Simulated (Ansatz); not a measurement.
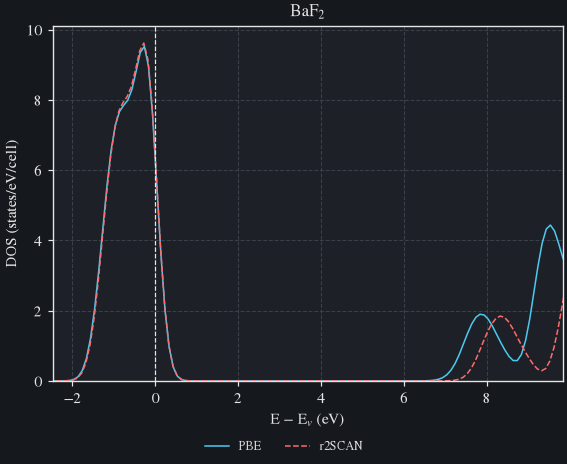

Total densities of states of fluorite-type BaF2, space group Fm-3m (No. 225), 3 atoms in the primitive cell (cubic a = 6.200 Å), by two methods on the same cell. The DOS curves are built from the levels of the k mesh with Gaussians 0.55 eV wide, which also blur the band edges; ripples of that width can come from the mesh. Each is counted from its own valence-band top.

Q: What changes from one method to the other?

A: PBE gives a gap of 6.83 eV and r2SCAN gives a gap of 7.40 eV.

Settings. PBE: Ansatz PAW, no spin polarisation, no spin-orbit coupling, 8×8×8 k mesh, 420 eV cutoff, Fermi-Dirac smearing of 0.05 eV (Ansatz). r2SCAN: Ansatz PAW, no spin polarisation, no spin-orbit coupling, 8×8×8 k mesh, 500 eV cutoff, Fermi-Dirac smearing of 0.05 eV (Ansatz 0.2.0).

Gaps are the smallest over all k points computed. Spin-orbit coupling is left out, which matters for Ba. LDA, GGA and most meta-GGA functionals understate gaps. r2SCAN: the PAW data sets were made with another functional.
